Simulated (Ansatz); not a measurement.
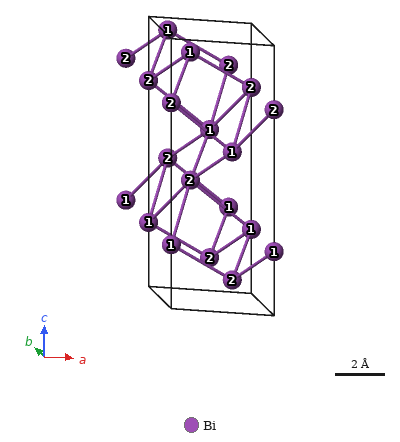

Fig. 1: The structure as given in the input (ball-and-stick view of the cell 3 times as large as that of the calculation, set on its symmetry axes, repeated 1 × 2 × 1, seen slightly off an axis; atoms are numbered from 1 in the order of the input).

**Geometry relaxation of Bi**

The run: geometry relaxation of Bi (2 atoms in the cell). Method and program: DFT LDA, scalar-relativistic, plane waves, PAW, no spin polarisation (Ansatz 0.2.0).

The structure derives from an entry of the Crystallography Open Database. Figures and captions count atoms from 1; the log counts them from 0 in places.

## The input
```yaml
crystal:
  lattice:
    - [2.2469950542, 1.2973031994, 3.8314881831]
    - [-2.2469950542, 1.2973031994, 3.8314881831]
    - [0.0, -2.5946063989, 3.8314881831]
  atoms:
    - { symbol: Bi, position: [0.2371462886, 0.2371462886, 0.2371462886] }
    - { symbol: Bi, position: [0.7628537114, 0.7628537114, 0.7628537114] }
basis:
  ecutwfc: 420
kpoints:
  mp_grid: { grid: [12, 12, 12] }
hamiltonian:
  xc: lda
scf:
  occupations: { method: fermi_dirac, width: 0.15 }
output:
  forces: true
  stress: true
  eigenvalues: true
  write_density: true
  write_potential: true
  elf: true
  volumetric_format: npy
relax:
  adjacent_minimum: "off"
  f_tol: 0.001
  max_steps: 60
  cell: { stress_tol: 0.01 }
```

Launched with:
```bash
ansatz run input.yaml --threads 2 --pin off --max-ram 5120MiB --backend cpu --events-out ev --progress --plain --runs-dir out
```

## Output
```
Engine: ansatz 0.2.0, aarch64-unknown-linux-gnu
Pseudopotentials: kind: paw
Pseudopotential: Bi, paw, valence charge 15, recommended cutoff 420 eV (normal), Bi.paw.azcp
Functional definition: SPW92
  exchange = slater_x
  correlation = pw_c
Crystal: 2 atoms, lattice volume = 67.014 Å³
Basis set: ecut = 420 eV, 1291 PW (Γ)
Bands: 19, of which v1, the nominal top of the filled ones, is band 15 counted from 1 (14 counted from 0)
Symmetry: 12 space group operations
Space group: R-3m (ITA 166), of the structure as read, at distance tolerance 4.1e-5 Å
k-points: 189 of 1728
Non-local potential: Bi, projectors of the file, l = 0: 2, l = 1: 2, l = 2: 2, l = 3: 2
PAW form: soft (Blöchl's): semilocal exchange-correlation on the pseudo side does not see the compensation charge
PAW frozen core: Bi, regenerated for the run's functional, and the local potential with it (the file was generated under x = pbe(κ = 0.804, μ = 0.2195149727645171), c = pbe(β = 0.06672455060314922))
PAW one-centre angular grid: Bi, 590 points (default); XC on 64 Gauss nodes
Initial density: superposition of atomic densities (neutral atoms: chi_scale 0, normalization atom), corrected by the library's trained network
Initial wavefunctions: pseudopotential atomic-orbital guess
Functional: x = slater, c = lda
SCF iter   1: F=—  HF=-24171.740740 eV  |F-HF|=—  |Δ(HF+E_count)|=         —  Δρ=3.51e-3  dr2=4.17e-3  ethr=1.77e-3  ⟨swp⟩=5.5  Hψ=16068  notcnv=0
preconditioner: auto → Kerker (q_TF=auto, 2.386 Å⁻¹)  [metal: Δε(μ)=0.099 eV  Ē_g=20.387 eV  σ=0.150 eV  W_gap=0.16  n_scr=14 (ndim 8)  ℏωp=24.8 eV  f_vac=0.001  D(μ)=0.47/eV (n_scr^D=0)]
SCF iter   2: F=—  HF=-24171.740121 eV  |F-HF|=—  |Δ(HF+E_count)|=   6.19e-4  Δρ=1.81e-3  dr2=1.06e-3  ethr=1.39e-5  ⟨swp⟩=2.7  Hψ=8384  notcnv=0
SCF iter   3: F=—  HF=-24171.739869 eV  |F-HF|=—  |Δ(HF+E_count)|=   2.52e-4  Δρ=2.03e-4  dr2=2.66e-5  ethr=3.52e-6  ⟨swp⟩=2.0  Hψ=5859  notcnv=0
SCF iter   4: F=—  HF=-24171.739847 eV  |F-HF|=—  |Δ(HF+E_count)|=   2.21e-5  Δρ=6.36e-5  dr2=1.76e-6  ethr=8.87e-8  ⟨swp⟩=2.3  Hψ=6601  notcnv=0
SCF iter   5: F=—  HF=-24171.739846 eV  |F-HF|=—  |Δ(HF+E_count)|=   6.41e-7  Δρ=1.54e-5  dr2=3.14e-7  ethr=5.87e-9  ⟨swp⟩=2.0  Hψ=6348  notcnv=0
SCF iter   6: F=-24171.739846 eV  HF=-24171.739846 eV  |F-HF|=1.15e-8  |Δ(HF+E_count)|=   8.07e-8  Δρ=4.71e-6  dr2=3.66e-8  ethr=3.33e-10  ⟨swp⟩=10.5  Hψ=27968  notcnv=0
SCF 1 converged in 6 iterations: F = -24171.739846 eV  dr2 = 3.66e-8
  greatest PAW one-centre occupation: 0.988 electrons in one spin orbital (limit 2), on the Bi atom at site 1 (counted from 0), in its partial waves of l = 2
relax step   1: F+E_penalty+E_count = -24171.73984632 eV  Δ(F+E_penalty+E_count) = +0.000e0 eV  max|allowed force component| = 4.911e-2 eV/Å  Δτ_max = 0.0000 Å  P = +0.044 GPa  Ω = 67.014 Å³  (6 SCF iters, dr2 threshold 1.00e-7 eV, accepted)
Crystal: 2 atoms, lattice volume = 67.044 Å³
Initial density: handed on by an earlier stage of this run
Initial wavefunctions: those handed on with the density
iter 1 solved again at ethr=1.71e-7 eV; its pass at ethr=3.10e-3 eV (dr2=5.13e-5 eV) is discarded
SCF iter   1: F=—  HF=-24171.740194 eV  |F-HF|=—  |Δ(HF+E_count)|=         —  Δρ=3.27e-4  dr2=5.44e-5  ethr=1.71e-7  ⟨swp⟩=3.0  Hψ=21263  notcnv=0
preconditioner: auto → Kerker (q_TF=auto, 2.386 Å⁻¹)  [metal: Δε(μ)=0.094 eV  Ē_g=20.399 eV  σ=0.150 eV  W_gap=0.16  n_scr=14 (ndim 8)  ℏωp=24.8 eV  f_vac=0.000  D(μ)=0.50/eV (n_scr^D=0)]
SCF iter   2: F=—  HF=-24171.740184 eV  |F-HF|=—  |Δ(HF+E_count)|=   9.97e-6  Δρ=1.90e-4  dr2=1.82e-5  ethr=1.71e-7  ⟨swp⟩=1.0  Hψ=3638  notcnv=0
SCF iter   3: F=—  HF=-24171.740180 eV  |F-HF|=—  |Δ(HF+E_count)|=   4.21e-6  Δρ=3.37e-5  dr2=1.11e-6  ethr=6.07e-8  ⟨swp⟩=1.1  Hψ=3700  notcnv=0
SCF iter   4: F=—  HF=-24171.740180 eV  |F-HF|=—  |Δ(HF+E_count)|=   4.03e-7  Δρ=1.25e-5  dr2=1.54e-7  ethr=3.70e-9  ⟨swp⟩=2.1  Hψ=4646  notcnv=0
SCF iter   5: F=-24171.740180 eV  HF=-24171.740180 eV  |F-HF|=8.77e-10  |Δ(HF+E_count)|=   3.19e-8  Δρ=3.29e-6  dr2=1.03e-8  ethr=5.02e-10  ⟨swp⟩=10.0  Hψ=27084  notcnv=0
SCF 2 converged in 5 iterations: F = -24171.740180 eV  dr2 = 1.03e-8
relax step   2: F+E_penalty+E_count = -24171.74017975 eV  Δ(F+E_penalty+E_count) = -3.334e-4 eV  max|allowed force component| = 5.601e-3 eV/Å  Δτ_max = 0.0084 Å  P = -0.127 GPa  Ω = 67.044 Å³  energy of the carried Pulay correction = -4.591e-6 eV  (5 SCF iters, dr2 threshold 1.51e-7 eV, accepted)
Crystal: 2 atoms, lattice volume = 66.891 Å³
iter 1 solved again at ethr=1.67e-8 eV; its pass at ethr=3.10e-3 eV (dr2=5.00e-6 eV) is discarded
SCF iter   1: F=—  HF=-24171.740291 eV  |F-HF|=—  |Δ(HF+E_count)|=         —  Δρ=5.17e-5  dr2=1.63e-6  ethr=1.67e-8  ⟨swp⟩=3.0  Hψ=22646  notcnv=0
preconditioner: auto → Kerker (q_TF=auto, 2.387 Å⁻¹)  [metal: Δε(μ)=0.096 eV  Ē_g=20.410 eV  σ=0.150 eV  W_gap=0.16  n_scr=14 (ndim 8)  ℏωp=24.9 eV  f_vac=0.000  D(μ)=0.50/eV (n_scr^D=0)]
SCF iter   2: F=—  HF=-24171.740291 eV  |F-HF|=—  |Δ(HF+E_count)|=   3.23e-7  Δρ=3.13e-5  dr2=7.46e-7  ethr=5.45e-9  ⟨swp⟩=1.0  Hψ=3591  notcnv=0
SCF iter   3: F=-24171.740291 eV  HF=-24171.740291 eV  |F-HF|=1.10e-8  |Δ(HF+E_count)|=   1.94e-7  Δρ=6.27e-6  dr2=5.19e-8  ethr=2.74e-10  ⟨swp⟩=8.6  Hψ=27760  notcnv=0
SCF 3 converged in 3 iterations: F = -24171.740291 eV  dr2 = 5.19e-8
relax step   3: F+E_penalty+E_count = -24171.74029090 eV  Δ(F+E_penalty+E_count) = -1.112e-4 eV  max|allowed force component| = 1.448e-3 eV/Å  Δτ_max = 0.0004 Å  P = -0.015 GPa  Ω = 66.891 Å³  energy of the carried Pulay correction = +1.873e-5 eV  (3 SCF iters, dr2 threshold 8.23e-8 eV, accepted)
Crystal: 2 atoms, lattice volume = 66.835 Å³
iter 1 solved again at ethr=4.53e-8 eV; its pass at ethr=3.10e-3 eV (dr2=1.36e-5 eV) is discarded
SCF iter   1: F=—  HF=-24171.740336 eV  |F-HF|=—  |Δ(HF+E_count)|=         —  Δρ=8.36e-5  dr2=3.70e-6  ethr=4.53e-8  ⟨swp⟩=3.0  Hψ=22778  notcnv=0
preconditioner: auto → Kerker (q_TF=auto, 2.387 Å⁻¹)  [metal: Δε(μ)=0.099 eV  Ē_g=20.412 eV  σ=0.150 eV  W_gap=0.16  n_scr=14 (ndim 8)  ℏωp=24.9 eV  f_vac=0.000  D(μ)=0.50/eV (n_scr^D=0)]
SCF iter   2: F=—  HF=-24171.740334 eV  |F-HF|=—  |Δ(HF+E_count)|=   1.57e-6  Δρ=5.00e-5  dr2=1.61e-6  ethr=1.23e-8  ⟨swp⟩=1.0  Hψ=3591  notcnv=0
SCF iter   3: F=—  HF=-24171.740334 eV  |F-HF|=—  |Δ(HF+E_count)|=   3.58e-7  Δρ=7.88e-6  dr2=9.20e-8  ethr=5.38e-9  ⟨swp⟩=2.1  Hψ=4181  notcnv=0
SCF iter   4: F=-24171.740334 eV  HF=-24171.740334 eV  |F-HF|=1.23e-9  |Δ(HF+E_count)|=   2.64e-8  Δρ=2.39e-6  dr2=4.74e-9  ethr=3.01e-11  ⟨swp⟩=8.0  Hψ=27150  notcnv=0
SCF 4 converged in 4 iterations: F = -24171.740334 eV  dr2 = 4.74e-9
relax step   4: F+E_penalty+E_count = -24171.74033365 eV  Δ(F+E_penalty+E_count) = -4.275e-5 eV  max|allowed force component| = 1.436e-4 eV/Å  Δτ_max = 0.0013 Å  P = -0.000 GPa  Ω = 66.835 Å³  energy of the carried Pulay correction = +2.726e-5 eV  (4 SCF iters, dr2 threshold 9.02e-9 eV, accepted)
Initial wavefunctions: pseudopotential atomic-orbital guess (no wavefunctions were taken with the density)
iter 1 solved again at ethr=7.98e-8 eV; its pass at ethr=3.10e-3 eV (dr2=2.39e-5 eV) is discarded
SCF iter   1: F=—  HF=-24171.740295 eV  |F-HF|=—  |Δ(HF+E_count)|=         —  Δρ=4.07e-6  dr2=6.23e-9  ethr=7.98e-8  ⟨swp⟩=3.9  Hψ=27551  notcnv=0
eigensolver tolerance schedule: the retry pair's looser diagonalisation over-reported the residual by 3842.96 of it (diagonalisation noise at 0.11 of the residual, at the tolerance the schedule requests for it); recorded, not acted on — ethr = c·dr2/N_el stays at c = 1.0e-1
preconditioner: auto → Kerker (q_TF=auto, 2.387 Å⁻¹)  [metal: Δε(μ)=0.099 eV  Ē_g=20.413 eV  σ=0.150 eV  W_gap=0.16  n_scr=14 (ndim 8)  ℏωp=24.9 eV  f_vac=0.000  D(μ)=0.50/eV (n_scr^D=0)]
SCF iter   2: F=—  HF=-24171.740304 eV  |F-HF|=—  |Δ(HF+E_count)|=   8.30e-6  Δρ=2.38e-6  dr2=2.65e-9  ethr=2.08e-11  ⟨swp⟩=3.0  Hψ=7437  notcnv=0
SCF iter   3: F=—  HF=-24171.740304 eV  |F-HF|=—  |Δ(HF+E_count)|=  7.28e-12  Δρ=4.72e-7  dr2=2.50e-10  ethr=8.83e-12  ⟨swp⟩=2.3  Hψ=5054  notcnv=0
SCF iter   4: F=—  HF=-24171.740304 eV  |F-HF|=—  |Δ(HF+E_count)|=  1.46e-11  Δρ=2.40e-7  dr2=3.14e-11  ethr=8.33e-13 (applied; sched 1.00e-12)  ⟨swp⟩=2.0  Hψ=4116  notcnv=0
SCF iter   5: F=-24171.740304 eV  HF=-24171.740304 eV  |F-HF|=0.00e0  |Δ(HF+E_count)|=  3.64e-12  Δρ=2.89e-8  dr2=7.30e-13  ethr=1.00e-12  ⟨swp⟩=4.9  Hψ=19053  notcnv=0
SCF 5 converged in 5 iterations: F = -24171.740304 eV  dr2 = 7.30e-13
relax step   5: F+E_penalty+E_count = -24171.74030379 eV  Δ(F+E_penalty+E_count) = +2.986e-5 eV  max|allowed force component| = 1.400e-4 eV/Å  Δτ_max = 0.0000 Å  P = +0.000 GPa  Ω = 66.835 Å³  stress off target by 7.79e-3 GPa  SCF on the basis re-selected at this cell (its energy is not comparable with the rows above)  (5 SCF iters)
```

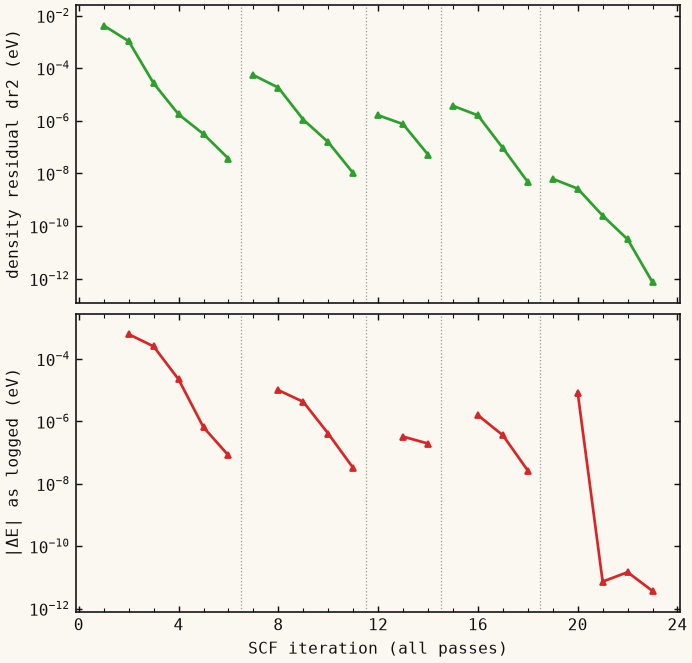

Fig. 2: Convergence of the self-consistent field: density residual dr2 and size of the energy change against the SCF iteration. The dotted lines part the SCF passes of the relaxation: geometry steps, rejected trials and re-solves on a re-selected basis. The 5 passes take 3 to 6 iterations each, 23 in all.

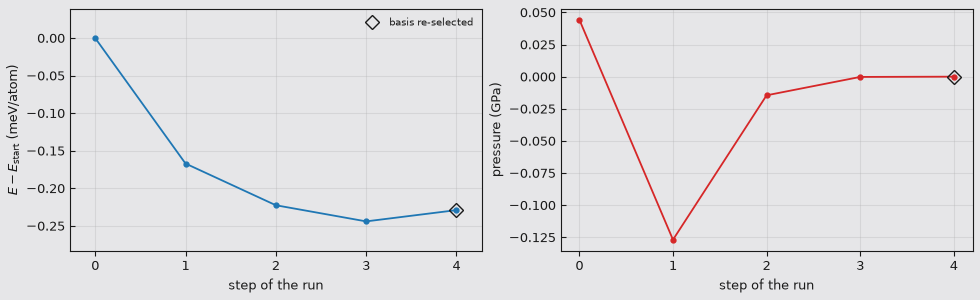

Fig. 3: Progress of the relaxation, step by step (the first geometry is step 0 here and step 1 in the log). After 3 geometry steps the energy has fallen by 0.2 meV per atom. Largest force component: 0.049 eV/Å at the start, 0.00014 eV/Å at the end. Pressure: 0.04 GPa at the start and 0.00 GPa at the end. The largest moves relative to the cell, 0.010 Å, are those of Bi1 and Bi2. A last SCF at the same geometry on a re-selected plane-wave basis shifts the energy by +0.0 meV per atom. (Atoms are counted from 1 in the order of the input.)

```
basis re-selected at this cell: Δ(F+E_penalty+E_count) = +2.986e-5 eV, ΔP = +0.000 GPa vs the last step (what re-selecting the basis moved, of the pressure what is left beyond the Pulay correction that the steps carried, after the strain that the cell walked since its last selection, with what the two solves' SCF thresholds leave and, on support functions, any second-order correction that the steps lacked; it is no measure of the basis error at this ecutwfc). This SCF's stress stands 7.79e-3 GPa from its target on what of the cell is left free (relax.cell.stress_tol is 1.00e-2 GPa) and its largest allowed force component is 1.40e-4 eV/Å (relax.f_tol is 1.00e-3 eV/Å): within both
SCF converged after 5 iterations
Free energy (F): -24171.740304 eV
Harris-Foulkes:  -24171.740304 eV  (|F-HF|=0.00e0)
Internal energy: -24171.696862 eV  (E = F + TS)
E sigma→0 (E₀):  -24171.718583 eV
Entropy (-TS):   -0.043442 eV (-21.721 meV/atom)
Fermi energy:    10.180250 eV
--- Per-component energies (eV) ---
  E_band       = -204.924814
  E_kinetic    = 607.948165
  E_local      = -3034.602340  (includes V_loc(G=0)·N_el)
  E_nonlocal   = 1126.611597
  E_hartree    = 981.633336
  E_xc         = -301.539685
  E_vxc        = -290.020947  (∫ρ·V_xc dr)
  E_paw        = -20705.766940  (= ΣΔE_a)
  E_vpaw       = -578.126894  (= ΣTr[D̂ρ^β])
  E_aug_tail   = -0.001064  (compensation charges beyond the density's cutoff)
  E_ewald      = -2845.970161
  E_core_change = -0.009770  (= ΣΔE_core)
  E_smearing   = -0.043442  (= −TS)
  E_closure    = -0.000000  (closes the sum)
  Σ components = -24171.740304   (vs F -24171.740304, Δ=0.00e0)
--- Forces (eV/Å), atoms counted from 1 ---
  atom   1  Bi     0.00000000     0.00000000    -0.00014002
  atom   2  Bi    -0.00000000    -0.00000000     0.00014002
  max |Σ_I F_I| component: 4.63e-18 eV/Å
--- Stress (GPa, compression-positive) ---
        0.003909       0.000000      -0.000000
        0.000000       0.003909       0.000000
       -0.000000       0.000000      -0.007794
  P = ⅓ Tr σ = 0.0000 GPa (0.000 kbar)
--- Band table (eV; the first three rows and the last of 189) ---
  k-point 0: bands = ["-12.7482", "-12.7482", "-12.5750", "-12.5750", "-12.5651", "-12.3643", "-12.3573", "-12.3573", "-12.2207", "-12.2207", "-3.2689", "2.7613", "8.5948", "8.8289", "8.8289", "12.9959", "13.2472", "13.2472", "15.6814"]
  k-point 1: bands = ["-12.7414", "-12.7406", "-12.5720", "-12.5707", "-12.5611", "-12.3679", "-12.3608", "-12.3601", "-12.2293", "-12.2281", "-3.2004", "2.5848", "8.6303", "8.8360", "8.8586", "12.8071", "12.9103", "13.0409", "15.3851"]
  k-point 2: bands = ["-12.7216", "-12.7180", "-12.5636", "-12.5583", "-12.5493", "-12.3791", "-12.3713", "-12.3679", "-12.2540", "-12.2495", "-2.9961", "2.1043", "8.7049", "8.8626", "8.9518", "12.1060", "12.4345", "12.5362", "15.1650"]
  k-point 188: bands = ["-12.6107", "-12.6107", "-12.5186", "-12.5186", "-12.5029", "-12.4231", "-12.4036", "-12.4036", "-12.3723", "-12.3723", "-1.7112", "-0.2123", "9.3389", "9.6124", "9.6124", "10.5694", "10.5694", "10.6543", "17.6009"]
--- Relaxed structure (4 steps of the walk, 4 accepted, 1 SCFs on fresh bases) ---
  F+E_penalty+E_count = -24171.74030379 eV   max|allowed force component| = 1.400e-4 eV/Å   (the final SCF, on the basis selected at the relaxed cell)
  cell:  # Å, volume = 66.8347 Å³
    - [2.2468781792985246, 1.2972357216376758, 3.8216612390814224]
    - [-2.2468781792985246, 1.2972357216376758, 3.8216612390814224]
    - [1.9681088742318273e-34, -2.594471443325223, 3.8216612390644937]
  atoms:
    - { symbol: Bi, position: [0.23802611420873174, 0.23802611420873174, 0.23802611420873174] }
    - { symbol: Bi, position: [0.7619738857912682, 0.7619738857912682, 0.7619738857912682] }
```

## Trajectory as extended XYZ (Å, eV, eV/Å), 5 frames, from step=1 to step=5
```
2
Lattice="2.2470 1.2973 3.8315 -2.2470 1.2973 3.8315 0.0000 -2.5946 3.8315" Properties=species:S:1:pos:R:3:forces:R:3 step=1 energy=-24171.73985 pressure_GPa=0.04
Bi    0.0000    0.0000    2.7259    0.0000   0.0000   0.0491
Bi    0.0000    0.0000    8.7686    0.0000   0.0000  -0.0491
2
Lattice="2.2464 1.2970 3.8352 -2.2464 1.2970 3.8352 0.0000 -2.5939 3.8352" Properties=species:S:1:pos:R:3:forces:R:3 step=2 energy=-24171.74018 pressure_GPa=-0.13
Bi    0.0000    0.0000    2.7369    0.0000   0.0000  -0.0056
Bi    0.0000    0.0000    8.7686    0.0000   0.0000   0.0056
2
Lattice="2.2455 1.2964 3.8296 -2.2455 1.2964 3.8296 0.0000 -2.5929 3.8296" Properties=species:S:1:pos:R:3:forces:R:3 step=3 energy=-24171.74029 pressure_GPa=-0.01
Bi    0.0000    0.0000    2.7333    0.0000   0.0000   0.0014
Bi    0.0000    0.0000    8.7554    0.0000   0.0000  -0.0014
2
Lattice="2.2469 1.2972 3.8217 -2.2469 1.2972 3.8217 0.0000 -2.5945 3.8217" Properties=species:S:1:pos:R:3:forces:R:3 step=4 energy=-24171.74033 pressure_GPa=-0.00
Bi    0.0000    0.0000    2.7290    0.0000   0.0000  -0.0001
Bi    0.0000    0.0000    8.7360    0.0000   0.0000   0.0001
2
Lattice="2.2469 1.2972 3.8217 -2.2469 1.2972 3.8217 0.0000 -2.5945 3.8217" Properties=species:S:1:pos:R:3:forces:R:3 step=5 energy=-24171.74030 pressure_GPa=0.00
Bi    0.0000    0.0000    2.7290    0.0000   0.0000  -0.0001
Bi    0.0000    0.0000    8.7360    0.0000   0.0000   0.0001
```

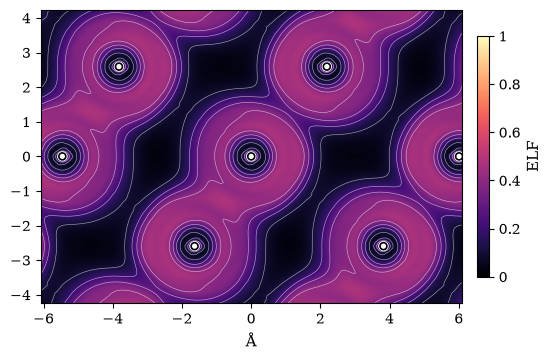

Fig. 4: Electron localisation function on the (110) plane of the conventional cell. Circles mark the nuclei in the plane (Bi). The plane passes through Bi nuclei. Bi–Bi (3.07 Å): the ELF is about 0.50 at the midpoint, as expected for metallic bonding. Bi–Bi (3.39 Å): the ELF is about 0.30 at the midpoint (no shared electron pair). The strong features right at Bi lie inside the PAW spheres (semicore, d or f shells) and say nothing about bonding. The fields are those of the smooth PAW valence density.

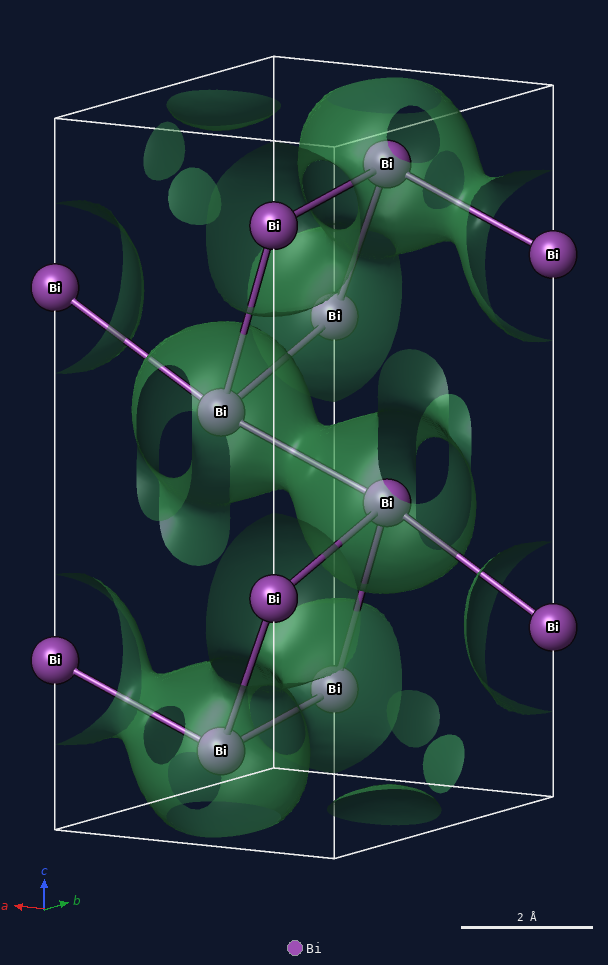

Fig. 5: Isosurface of the valence electron density at 0.2 e/Å³ (green), seen at an oblique angle. Sticks mark near contacts. The outline is the cell set on symmetry axes. At this value the density is joined into sheets; it holds about 85 % of the electrons treated as valence (semicore included). It is pinched off along the Bi–Bi (3.39 Å) contacts. On the grid the lowest density along these lines, outside the cores, is 0.28 e/Å³ (Bi–Bi, 3.07 Å) and 0.16 e/Å³ (Bi–Bi, 3.39 Å).

## Summary

```json
{"quantity": "outcome", "value": "converged"}
{"quantity": "space group (tolerance 0.01 Å)", "value": "R-3m (166)"}
{"quantity": "electrons treated", "value": "30"}
{"quantity": "free energy", "value": "−24171.7403 eV"}
{"quantity": "Fermi energy", "value": "10.180 eV"}
{"quantity": "gap on the k-point mesh", "value": "none (metallic)"}
{"quantity": "pressure", "value": "0.00 GPa"}
{"quantity": "final volume", "value": "66.83 Å³"}
{"quantity": "largest force (length of the vector) at the end", "value": "under 0.001 eV/Å"}
{"quantity": "final cell", "value": "a = 4.619 Å, b = 4.619 Å, c = 4.619 Å, α = 58.21°, β = 58.21°, γ = 58.21°"}
{"quantity": "hardware", "value": "2 threads of Arm Neoverse V1, 24 GiB of memory available, shared host"}
{"quantity": "wall time", "value": "37 s (CPU time 72 s)"}
{"quantity": "peak memory", "value": "0.48 GiB"}
```

## Notes

Results for this metal are sensitive to the k-point mesh. Spin–orbit coupling is left out, which matters for Bi.
